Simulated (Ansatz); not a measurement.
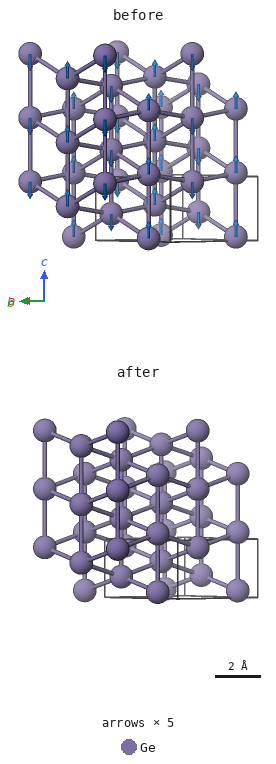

The structure of solid Ge (set up in Imma) before (top) and after (bottom) a relaxation, at one scale. The blue arrows give the displacements (the part carried along by the change of the cell is left out), magnified 5 times.

Style: ball-and-stick. Shown: the conventional cell (2 times the calculation's cell), repeated 1 × 2 × 3 with one cell outlined, from a free direction. Lengths and directions refer to the drawn axes.

The run lets cell and atoms move.

These are results of Kohn-Sham DFT of a periodic cell, PBEsol, Ansatz PAW (Ansatz 0.2.0), not measurements.

Input file:
```yaml
crystal:
  lattice:
    - [-2.495898, 2.650863, 1.436947]
    - [2.495898, -2.650863, 1.436947]
    - [2.495898, 2.650863, -1.436947]
  atoms:
    - { symbol: Ge, position: [0.314057, 0.064057, 0.25] }
    - { symbol: Ge, position: [0.685943, 0.935943, 0.75] }
hamiltonian:
  xc: pbesol
  pseudopotentials: { kind: paw }
kpoints:
  mp_grid: { grid: [11, 11, 11] }
scf:
  occupations: { method: fermi_dirac, width: 0.05 }
output:
  forces: true
  stress: true
  eigenvalues: true
relax:
  f_tol: 0.01
  max_steps: 40
  cell: { stress_tol: 0.05, p_target: 20.0 }
```

Launched with:
```bash
ansatz run input.yaml --threads 2 --pin off --max-ram 5632MiB --backend cpu --events-out ev --progress --plain --runs-dir out
```

### Summarise the run.

The largest moves relative to the cell, 0.16 Å, are those of Ge atoms. Cell: a 4.992 → 4.858 Å (−2.7 %), b 5.302 → 4.859 Å (−8.3 %), c 2.874 → 2.623 Å (−8.7 %). Volume −18.6 %. Near-neighbour distances that change, for instance: Ge–Ge 2.874 → 2.623 Å, Ge–Ge 2.715 → 2.517 Å, Ge–Ge 2.676 → 2.516 Å. Among the angles between lasting bonds that change: Ge–Ge–Ge 133.6° → 149.7°, Ge–Ge–Ge 164.2° → 149.9°, Ge–Ge–Ge 113.2° → 105.2°. The space group (tolerance 0.01 Å) goes from Imma (No. 74) to I4_1/amd (No. 141). Over 8 accepted moves (9 points after the start) the energy rises by 139 meV per atom. With the target pressure of 20 GPa, the enthalpy E + pV changes by −302 meV per atom. Largest force component: 0.059 eV/Å at the start, 0.00055 eV/Å at the end. Pressure: −2.49 GPa at the start and 20.00 GPa at the end. At 1 point the geometry stayed and the basis and grid were re-selected for the new cell (energy shift of 0.8 meV per atom at most each time). Cost: 34 s on 2 threads of Arm Neoverse V2, with other jobs on the host, peak memory 0.42 GiB.
